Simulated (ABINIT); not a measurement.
# A GW chain in ABINIT: LiF (Griceite)

Aim: the G0W0 gap of LiF (Griceite) on PBE, step by step.

Main program and level: ABINIT 10.8.3; PBE and many-body steps on it, plane waves.

## Step 1: Starting point

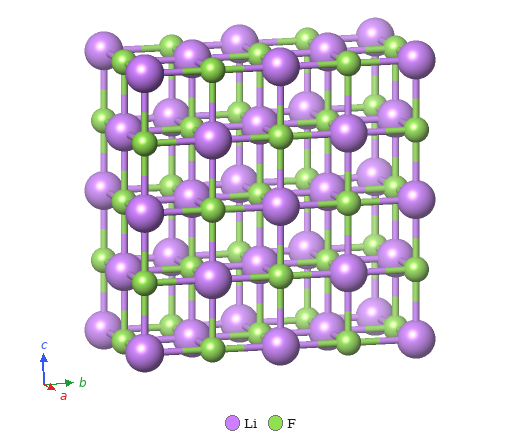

The starting structure, seen slightly off an axis (lithium purple, fluorine green). 1×2×2 cells are drawn. This picture shows the conventional cell, with its axes. Some periodic images of atoms are drawn too.

The cell and positions come from the Crystallography Open Database and are kept as given unless a step says otherwise.

## Step 2: Ground state

This step: ABINIT 10.8.3; DFT, PBE, plane waves, norm-conserving pseudopotentials.

The ground-state density comes first.

Input file run.abi:

```
acell 3*1.0 Angstrom
rprim 
  0.000000000000 2.014000000000 2.014000000000
  2.014000000000 0.000000000000 2.014000000000
  2.014000000000 2.014000000000 -0.000000000000
ntypat 2
znucl 3 9
natom 2
typat 1 2
xred 
  0.000000000000 0.000000000000 0.000000000000
  0.500000000000 0.500000000000 0.500000000000
pp_dirpath "pseudos"
pseudos "Li.upf, F.upf"
ecut 36
ngkpt 8 8 8
nshiftk 1
shiftk 0 0 0
kptopt 1
chksymbreak 0
nband 10
occopt 1
tolvrs 1e-10
nstep 60
prtwf 0
optforces 0
optstress 0
indata_prefix "in"
outdata_prefix "out"
tmpdata_prefix "tmp"
```

Command:

```console
$ OMP_NUM_THREADS=1 mpirun -n 8 abinit run.abi > log
```

Numbers of over 12 decimals in the logs are rounded to 6 here.

Output:

```text
.Version 10.8.3 of ABINIT. v10.8.2 released Aug 2026.

 Symmetries : space group Fm -3 m (#225); Bravais cF (face-center cubic)
================================================================================
 Values of the parameters that define the memory need of the present run
     intxc =       0    ionmov =       0      iscf =       7    lmnmax =       5
     lnmax =       5     mgfft =      30  mpssoang =       3    mqgrid =    3001
     natom =       2  nloc_mem =       1    nspden =       1   nspinor =       1
    nsppol =       1      nsym =      48    n1xccc =    2501    ntypat =       2
    occopt =       1   xclevel =       2
-    mband =          10        mffmem =           1         mkmem =           4
       mpw =        1155          nfft =       27000          nkpt =          29
================================================================================
  Rough estimation (10% accuracy) of disk space for files :
================================================================================

--------------------------------------------------------------------------------
------------- Echo of variables that govern the present computation ------------
--------------------------------------------------------------------------------
 -outvars: echo values of preprocessed input variables --------
            acell      1.8897261259E+00  1.8897261259E+00  1.8897261259E+00 Bohr

      chksymbreak           0
             ecut      3.60000000E+01 Hartree
-          fftalg         312

              ixc     -101130
              kpt      0.00000000E+00  0.00000000E+00  0.00000000E+00
                       1.25000000E-01  0.00000000E+00  0.00000000E+00
                       2.50000000E-01  0.00000000E+00  0.00000000E+00
                       3.75000000E-01  0.00000000E+00  0.00000000E+00
                       5.00000000E-01  0.00000000E+00  0.00000000E+00
                       1.25000000E-01  1.25000000E-01  0.00000000E+00
                       2.50000000E-01  1.25000000E-01  0.00000000E+00
                       3.75000000E-01  1.25000000E-01  0.00000000E+00
                       5.00000000E-01  1.25000000E-01  0.00000000E+00
   [... 18 further rows ...]
                      -3.75000000E-01  5.00000000E-01  1.25000000E-01
                      -2.50000000E-01  5.00000000E-01  2.50000000E-01
         kptrlatt        8    0    0      0    8    0      0    0    8
          kptrlen      4.30589384E+01
P           mkmem           4
            natom           2
            nband          10
            ngfft          30      30      30
             nkpt          29
            nstep          60
             nsym          48
           ntypat           2
              occ      2.000000  2.000000  2.000000  2.000000  2.000000  0.000000
                       0.000000  0.000000  0.000000  0.000000
        optforces           0
        optstress           0
            prtwf           0
            rprim      0.0000000000E+00  2.0140000000E+00  2.0140000000E+00
[...]
spgroup         225

           tolvrs      1.00000000E-10

             xred      0.0000000000E+00  0.0000000000E+00  0.0000000000E+00
[...]
znucl        3.00000    9.00000

================================================================================

 chkinp: Checking input parameters for consistency.

================================================================================
== DATASET  1 ==================================================================
-   mpi_nproc: 8, omp_nthreads: 1 (-1 if OMP is not activated)

--- !DatasetInfo
iteration_state: {dtset: 1, }
dimensions: {natom: 2, nkpt: 29, mband: 10, nsppol: 1, nspinor: 1, nspden: 1, mpw: 1155, }
cutoff_energies: {ecut:  36.0, pawecutdg:  -1.0, }
electrons: {nelect:   1.00000000E+01, charge:   0.00000000E+00, occopt:   1.00000000E+00, tsmear:   1.00000000E-02, }

 Real(R)+Recip(G) space primitive vectors, cartesian coordinates (Bohr,Bohr^-1):
 R(1)=  0.0000000  3.8059084  3.8059084  G(1)= -0.1313747  0.1313747  0.1313747
 R(2)=  3.8059084  0.0000000  3.8059084  G(2)=  0.1313747 -0.1313747  0.1313747
 R(3)=  3.8059084  3.8059084  0.0000000  G(3)=  0.1313747  0.1313747 -0.1313747
 Unit cell volume ucvol=  1.1025670E+02 bohr^3
 Angles (23,13,12)=  6.00000000E+01  6.00000000E+01  6.00000000E+01 degrees

 getcut: wavevector=  0.0000  0.0000  0.0000  ngfft=  30  30  30
         ecut(hartree)=     36.000   => boxcut(ratio)=   2.06592

--- Pseudopotential description ------------------------------------------------
- Li Generated using ONCVPSP code by D. R. Hamann
-  3.00000   3.00000  171031                  znucl, zion, pspdat
12 -101130 1 -1 1944                          pspcod,pspxc,lmax,lloc,mmax
     nproj     2     2     0
  pspatm : epsatm=    2.74360059
         --- l  ekb(1:nproj) -->
[...]
pspatm: atomic psp has been read  and splines computed

- F Generated using ONCVPSP code by D. R. Hamann
-  9.00000   7.00000  171031                  znucl, zion, pspdat
12 -101130 2 -1 832                           pspcod,pspxc,lmax,lloc,mmax
     nproj     2     2     1
  pspatm : epsatm=    4.87625608
         --- l  ekb(1:nproj) -->
[...]
1   -3.955629   -1.291931
             2   -2.441503
 pspatm: atomic psp has been read  and splines computed

   7.61985667E+01                                ecore*ucvol(ha*bohr**3)
--------------------------------------------------------------------------------

_setup2: Arith. and geom. avg. npw (full set) are    1137.021    1137.006

================================================================================

--- !BeginCycle
iteration_state: {dtset: 1, }
solver: {iscf: 7, nstep: 60, nline: 4, wfoptalg: 0, }
tolerances: {tolvrs: 1.00E-10, }

     iter   Etot(hartree)      deltaE(h)  residm     vres2
 ETOT  1  -31.947926793313    -3.195E+01 1.669E-01 1.045E+02
 ETOT  2  -31.964561375793    -1.663E-02 8.094E-04 7.177E+01
 ETOT  3  -31.990029328046    -2.547E-02 1.499E-03 2.299E+00
 ETOT  4  -31.990759094639    -7.298E-04 6.646E-04 9.345E-03
 ETOT  5  -31.990761378694    -2.284E-06 1.832E-04 1.498E-04
 ETOT  6  -31.990761394038    -1.534E-08 9.196E-05 6.269E-06
 ETOT  7  -31.990761394117    -7.883E-11 1.076E-04 1.867E-08
 ETOT  8  -31.990761394121    -4.096E-12 4.822E-05 1.008E-10
 ETOT  9  -31.990761394121    -2.522E-13 5.416E-05 1.898E-12

 At SCF step    9       vres2   =  1.90E-12 < tolvrs=  1.00E-10 =>converged.

--- !ResultsGS
iteration_state: {dtset: 1, }
comment   : Summary of ground state results
lattice_vectors:
- [  0.0000000,   3.8059084,   3.8059084, ]
- [  3.8059084,   0.0000000,   3.8059084, ]
- [  3.8059084,   3.8059084,  -0.0000000, ]
lattice_lengths: [   5.38237,    5.38237,    5.38237, ]
lattice_angles: [ 60.000,  60.000,  60.000, ] # degrees, (23, 13, 12)
lattice_volume:   1.1025670E+02
convergence: {deltae: -2.522E-13, res2:  1.898E-12, residm:  5.416E-05, diffor:  0.000E+00, }
etotal    :  -3.19907614E+01
entropy   :   0.00000000E+00
fermie    :  -3.57929276E-02
cartesian_stress_tensor: null
pressure_GPa: null
xred      :
- [  0.0000E+00,   0.0000E+00,   0.0000E+00, Li]
- [  5.0000E-01,   5.0000E-01,   5.0000E-01,  F]
cartesian_forces: null
force_length_stats: {min: null, max: null, mean: null, }

 Integrated electronic density in atomic spheres:
 ------------------------------------------------
 Atom  Sphere_radius  Integrated_density
    1        2.00000          2.33072837
    2        2.00000          7.09534579
================================================================================

 ----iterations are completed or convergence reached----

 Mean square residual over all n,k,spin=   30.366E-08; max=  54.155E-06
 reduced coordinates (array xred) for    2 atoms
       0.000000000000      0.000000000000      0.000000000000
       0.500000000000      0.500000000000      0.500000000000
 rms dE/dt=  0.0000E+00; max dE/dt=  0.0000E+00; dE/dt below (all hartree)
    1       0.000000000000      0.000000000000      0.000000000000
    2       0.000000000000      0.000000000000      0.000000000000

 cartesian coordinates (angstrom) at end:
    1      0.000000     0.000000     0.000000
    2      2.014000     2.014000     2.014000
 length scales=  1.889726125908  1.889726125908  1.889726125908 bohr
              =  1.000000000000  1.000000000000  1.000000000000 angstroms
 prteigrs : about to open file out_EIG
 Fermi (or HOMO) energy (hartree) =  -0.03579   Average Vxc (hartree)=  -0.36444
 Eigenvalues (hartree) for nkpt=  29  k points:
 kpt#   1, nband= 10, wtk=  0.00195, kpt=  0.0000  0.0000  0.0000 (reduced coord)
  -1.53679   -0.76691   -0.03579   -0.03579   -0.03579    0.29916    0.84586    0.84586
   0.84586    0.86111
 prteigrs : prtvol=0 or 1, do not print more k-points.

--- !EnergyTerms
iteration_state     : {dtset: 1, }
comment             : Components of total free energy in Hartree
kinetic             :  2.15157252958555E+01
hartree             :  8.33874810505752E+00
xc                  : -7.30237829568626E+00
Ewald energy        : -2.04741383175823E+01
psp_core            :  6.91101453022233E-01
local_psp           : -2.75093152449752E+01
non_local_psp       : -7.25050438981244E+00
total_energy        : -3.19907613941210E+01
total_energy_eV     : -8.70512964598444E+02
band_energy         : -5.03991163694276E+00

== END DATASET(S) ==============================================================
================================================================================

 -outvars: echo values of variables after computation  --------
           etotal     -3.1990761394E+01
            nband          10
             nkpt          29
          spgroup         225
 [... the other variables as echoed above ...]

 Calculation completed.
```

Elapsed: 3.2 s, on 8 MPI ranks of Arm Neoverse V1, shared host; peak memory 0.46 GiB; 25 s of CPU time.

Numbers from this step:

| Property | Result |
| --- | --- |
| total energy | -870.5130 eV |
| gap | 9.114 eV |
| k of the valence top | 0, 0, 0 |
| k of the conduction bottom | 0, 0, 0 |
| least direct gap | 9.114 eV |

The gap is direct, at Γ.

## Step 3: Bands along the symmetry lines

The cheap functional maps the bands first; the places of the edges decide which points the dearer methods must see.

Input file run.abi:

```
acell 3*1.0 Angstrom
rprim 
  0.000000000000 2.014000000000 2.014000000000
  2.014000000000 0.000000000000 2.014000000000
  2.014000000000 2.014000000000 -0.000000000000
ntypat 2
znucl 3 9
natom 2
typat 1 2
xred 
  0.000000000000 0.000000000000 0.000000000000
  0.500000000000 0.500000000000 0.500000000000
pp_dirpath "pseudos"
pseudos "Li.upf, F.upf"
ecut 36
iscf -2
irdden 1
kptopt 0
nkpt 50
kpt 
  0.00000000 0.00000000 0.00000000
  0.06250000 0.00000000 0.06250000
  0.12500000 0.00000000 0.12500000
  0.18750000 0.00000000 0.18750000
  0.25000000 0.00000000 0.25000000
  0.31250000 0.00000000 0.31250000
  0.37500000 0.00000000 0.37500000
  0.43750000 0.00000000 0.43750000
  0.50000000 0.00000000 0.50000000
  0.51562500 0.03125000 0.51562500
  0.53125000 0.06250000 0.53125000
  0.54687500 0.09375000 0.54687500
  0.56250000 0.12500000 0.56250000
  0.57812500 0.15625000 0.57812500
  0.59375000 0.18750000 0.59375000
  0.60937500 0.21875000 0.60937500
  0.62500000 0.25000000 0.62500000
  0.37500000 0.37500000 0.75000000
  0.32812500 0.32812500 0.65625000
  0.28125000 0.28125000 0.56250000
  0.23437500 0.23437500 0.46875000
  0.18750000 0.18750000 0.37500000
  0.14062500 0.14062500 0.28125000
  0.09375000 0.09375000 0.18750000
  0.04687500 0.04687500 0.09375000
  0.00000000 0.00000000 0.00000000
  0.06250000 0.06250000 0.06250000
  0.12500000 0.12500000 0.12500000
  0.18750000 0.18750000 0.18750000
  0.25000000 0.25000000 0.25000000
  0.31250000 0.31250000 0.31250000
  0.37500000 0.37500000 0.37500000
  0.43750000 0.43750000 0.43750000
  0.50000000 0.50000000 0.50000000
  0.50000000 0.46875000 0.53125000
  0.50000000 0.43750000 0.56250000
  0.50000000 0.40625000 0.59375000
  0.50000000 0.37500000 0.62500000
  0.50000000 0.34375000 0.65625000
  0.50000000 0.31250000 0.68750000
  0.50000000 0.28125000 0.71875000
  0.50000000 0.25000000 0.75000000
  0.50000000 0.21875000 0.71875000
  0.50000000 0.18750000 0.68750000
  0.50000000 0.15625000 0.65625000
  0.50000000 0.12500000 0.62500000
  0.50000000 0.09375000 0.59375000
  0.50000000 0.06250000 0.56250000
  0.50000000 0.03125000 0.53125000
  0.50000000 0.00000000 0.50000000
istwfk *1
nband 12
nbdbuf 2
tolwfr 1e-08
nstep 40
prtwf 0
prtvol 0
indata_prefix "in"
outdata_prefix "out"
tmpdata_prefix "tmp"
```

Output:

```text
.Version 10.8.3 of ABINIT. v10.8.2 released Aug 2026.

 Symmetries : space group Fm -3 m (#225); Bravais cF (face-center cubic)
[... echo of the input left out ...]
== DATASET  1 ==================================================================
-   mpi_nproc: 8, omp_nthreads: 1 (-1 if OMP is not activated)

--- !DatasetInfo
iteration_state: {dtset: 1, }
dimensions: {natom: 2, nkpt: 50, mband: 12, nsppol: 1, nspinor: 1, nspden: 1, mpw: 1159, }
cutoff_energies: {ecut:  36.0, pawecutdg:  -1.0, }
electrons: {nelect:   1.00000000E+01, charge:   0.00000000E+00, occopt:   1.00000000E+00, tsmear:   1.00000000E-02, }

 Real(R)+Recip(G) space primitive vectors, cartesian coordinates (Bohr,Bohr^-1):
 R(1)=  0.0000000  3.8059084  3.8059084  G(1)= -0.1313747  0.1313747  0.1313747
 R(2)=  3.8059084  0.0000000  3.8059084  G(2)=  0.1313747 -0.1313747  0.1313747
 R(3)=  3.8059084  3.8059084  0.0000000  G(3)=  0.1313747  0.1313747 -0.1313747
 Unit cell volume ucvol=  1.1025670E+02 bohr^3
 Angles (23,13,12)=  6.00000000E+01  6.00000000E+01  6.00000000E+01 degrees

 getcut: wavevector=  0.0000  0.0000  0.0000  ngfft=  30  30  30
         ecut(hartree)=     36.000   => boxcut(ratio)=   2.06592

--- Pseudopotential description ------------------------------------------------
- Li Generated using ONCVPSP code by D. R. Hamann
-  3.00000   3.00000  171031                  znucl, zion, pspdat
12 -101130 1 -1 1944                          pspcod,pspxc,lmax,lloc,mmax
     nproj     2     2     0
  pspatm : epsatm=    2.74360059
         --- l  ekb(1:nproj) -->
             0   -4.951544   -1.544797
             1   -2.250661   -0.474685
 pspatm: atomic psp has been read  and splines computed

- F Generated using ONCVPSP code by D. R. Hamann
-  9.00000   7.00000  171031                  znucl, zion, pspdat
12 -101130 2 -1 832                           pspcod,pspxc,lmax,lloc,mmax
     nproj     2     2     1
  pspatm : epsatm=    4.87625608
         --- l  ekb(1:nproj) -->
             0    6.519403    1.070094
[...]
2   -2.441503
 pspatm: atomic psp has been read  and splines computed

--------------------------------------------------------------------------------

================================================================================
 prteigrs : about to open file out_EIG
 Non-SCF case, kpt    1 (  0.00000  0.00000  0.00000), residuals and eigenvalues=
  1.01E-09  5.13E-09  2.60E-09  1.11E-09  8.69E-09  1.41E-09  9.90E-09  7.00E-09
  1.85E-09  5.34E-09  6.62E-09  9.18E-09
 -1.5368E+00 -7.6691E-01 -3.5793E-02 -3.5793E-02 -3.5793E-02  2.9916E-01
  8.4586E-01  8.4586E-01  8.4586E-01  8.6111E-01  8.6111E-01  8.6111E-01
 Non-SCF case, kpt    2 (  0.06250  0.00000  0.06250), residuals and eigenvalues=
  7.00E-10  3.41E-09  2.30E-09  9.27E-10  3.83E-09  4.76E-09  3.59E-09  3.69E-09
  1.57E-09  1.30E-09  2.62E-09  8.07E-09
 -1.5367E+00 -7.6616E-01 -3.9580E-02 -3.7234E-02 -3.7234E-02  3.0512E-01
[...]
Non-SCF case, kpt    3 (  0.12500  0.00000  0.12500), residuals and eigenvalues=
  1.03E-09  1.65E-09  4.83E-09  2.59E-09  8.93E-09  7.28E-09  2.62E-09  4.56E-09
  9.81E-10  6.45E-09  2.43E-08  1.31E-07
[...]
Non-SCF case, kpt   49 (  0.50000  0.03125  0.53125), residuals and eigenvalues=
[...]
Non-SCF case, kpt   50 (  0.50000  0.00000  0.50000), residuals and eigenvalues=
[...]
-1.5341E+00 -7.4133E-01 -1.4541E-01 -7.2167E-02 -7.2167E-02  5.0889E-01
  5.7222E-01  6.0688E-01  7.0865E-01  7.0865E-01  1.1915E+00  1.3727E+00

--- !ResultsGS
iteration_state: {dtset: 1, }
comment   : Summary of ground state results
lattice_vectors:
- [  0.0000000,   3.8059084,   3.8059084, ]
- [  3.8059084,   0.0000000,   3.8059084, ]
- [  3.8059084,   3.8059084,  -0.0000000, ]
lattice_lengths: [   5.38237,    5.38237,    5.38237, ]
lattice_angles: [ 60.000,  60.000,  60.000, ] # degrees, (23, 13, 12)
lattice_volume:   1.1025670E+02
convergence: {deltae:  0.000E+00, res2:  0.000E+00, residm:  9.983E-09, diffor:  0.000E+00, }
etotal    :  -3.19907614E+01
entropy   :   0.00000000E+00
fermie    :  -3.57929276E-02
cartesian_stress_tensor: null
pressure_GPa: null
xred      :
- [  0.0000E+00,   0.0000E+00,   0.0000E+00, Li]
- [  5.0000E-01,   5.0000E-01,   5.0000E-01,  F]
cartesian_forces: null
force_length_stats: {min: null, max: null, mean: null, }

 Integrated electronic density in atomic spheres:
 ------------------------------------------------
 Atom  Sphere_radius  Integrated_density
[...]
================================================================================

 ----iterations are completed or convergence reached----

 Mean square residual over all n,k,spin=   34.951E-10; max=  99.834E-10
 reduced coordinates (array xred) for    2 atoms
       0.000000000000      0.000000000000      0.000000000000
       0.500000000000      0.500000000000      0.500000000000

 cartesian coordinates (angstrom) at end:
[...]
length scales=  1.889726125908  1.889726125908  1.889726125908 bohr
              =  1.000000000000  1.000000000000  1.000000000000 angstroms
 prteigrs : about to open file out_EIG
 Eigenvalues (hartree) for nkpt=  50  k points:
 kpt#   1, nband= 12, wtk=  1.00000, kpt=  0.0000  0.0000  0.0000 (reduced coord)
[...]
kpt#   2, nband= 12, wtk=  1.00000, kpt=  0.0625  0.0000  0.0625 (reduced coord)
[...]
kpt#   3, nband= 12, wtk=  1.00000, kpt=  0.1250  0.0000  0.1250 (reduced coord)
[...]
kpt#  49, nband= 12, wtk=  1.00000, kpt=  0.5000  0.0313  0.5313 (reduced coord)
  -1.53409   -0.74137   -0.14480   -0.07300   -0.07190    0.50895    0.56927    0.60688
   0.70719    0.71517    1.19294    1.37836
 kpt#  50, nband= 12, wtk=  1.00000, kpt=  0.5000  0.0000  0.5000 (reduced coord)
  -1.53409   -0.74133   -0.14541   -0.07217   -0.07217    0.50889    0.57222    0.60688
   0.70865    0.70865    1.19154    1.37274

== END DATASET(S) ==============================================================
================================================================================

 -outvars: echo values of variables after computation  --------
            nband          12
             nkpt          50
          spgroup         225
 [... the other variables as echoed above ...]

 Calculation completed.
```

It took 2.8 s on 8 MPI ranks; peak memory 0.07 GiB; 21 s of CPU time.

This step gave:

```
gap                        : 9.114 eV
k of the valence top       : 0.0469, 0.0469, 0.0938
k of the conduction bottom : 0, 0, 0
least direct gap           : 9.114 eV
```

The gap is 9.114 eV, −0.001 eV from the run before at this level.

Electronic bands along the path, in eV, zero at the top of the highest filled band; v1 is the highest filled band, c1 the lowest empty one:

| point | v4 | v3 | v2 | v1 | c1 | c2 | c3 | c4 |
| --- | --- | --- | --- | --- | --- | --- | --- | --- |
| Γ | -19.90 | 0.00 | 0.00 | 0.00 | 9.11 | 23.99 | 23.99 | 23.99 |
| X | -19.20 | -2.98 | -0.99 | -0.99 | 14.82 | 16.54 | 17.49 | 20.26 |
| U | -19.24 | -2.48 | -1.55 | -0.73 | 14.53 | 14.92 | 18.45 | 19.69 |
| jump to K | -19.24 | -2.48 | -1.55 | -0.73 | 14.53 | 14.92 | 18.45 | 19.69 |
| Γ | -19.90 | 0.00 | 0.00 | 0.00 | 9.11 | 23.99 | 23.99 | 23.99 |
| L | -19.46 | -2.50 | -0.23 | -0.23 | 10.83 | 16.74 | 18.94 | 18.94 |
| W | -19.23 | -2.06 | -2.06 | -0.79 | 15.08 | 15.08 | 17.48 | 19.28 |
| X | -19.20 | -2.98 | -0.99 | -0.99 | 14.82 | 16.54 | 17.49 | 20.26 |

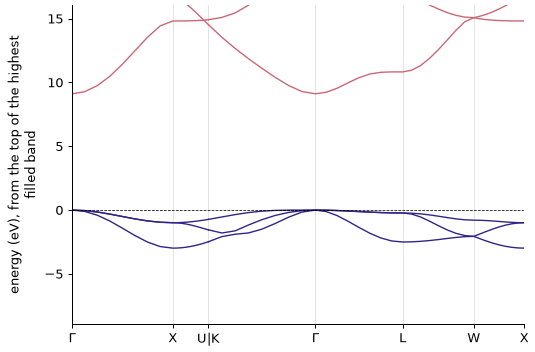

Electronic bands along the path; lines of filled and empty bands in two colours.

(Part 1 of 2 ends here.)

[Paths, hosts, dates, memory and timing lines, banners, echoed tables and standing remarks are left out of the program output.]

[Logs are printed without paths, hosts, clocks, repeated set-up lines and the standing remarks that a program may print on its own settings, such as how far it seeks lower states.]

[Runs of the session that timed out or met a known fault of the program may be left out.]

[Hosts, paths, dates, database ids (printed as entryN), source tags and the programs' standing remarks are cut or masked in the printed files.]

[G0W0 gaps are taken among the corrected bands and points alone; a level outside them can change the order at an edge.]

[Where Ansatz stands beside ABINIT at settings called matched, ABINIT's density can come from a denser mesh and the files from another edition; pairs whose starting gaps differed by over 0.03 eV were left out, so agreement reads better than it is.]
